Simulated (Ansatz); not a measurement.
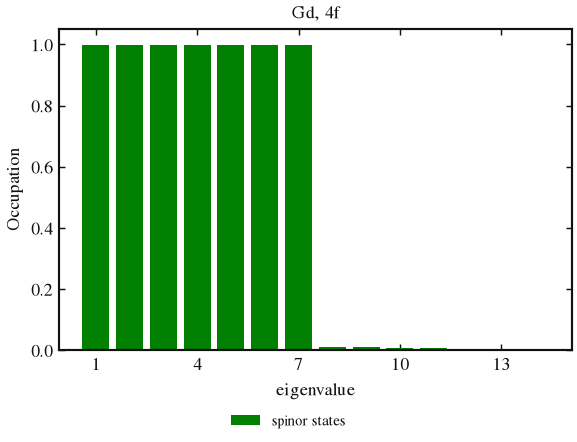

Eigenvalues of the local occupation matrix of the f shell (Löwdin-orthogonalised atomic projectors). System: GdN, space group P-6m2 (No. 187), 2 atoms in the cell, WC type. Ansatz; DFT LDA+U, spin-orbit coupling, plane waves, PAW, Ueff = 6 eV on Gd f, 10×10×10 k mesh, Gaussian smearing of 0.05 eV.

Counting eigenvalues over 0.6 as filled, Gd has 7 filled f states (f⁷); the eigenvalues sum to 7.0.

The run is magnetic, with a net spin moment of 7.0 μB a cell, so time reversal doesn't pair the spinor levels. The structure was built from a prototype or by substitution, so it need not be a known phase. Open shells can settle in several states, and this one need not be the lowest.
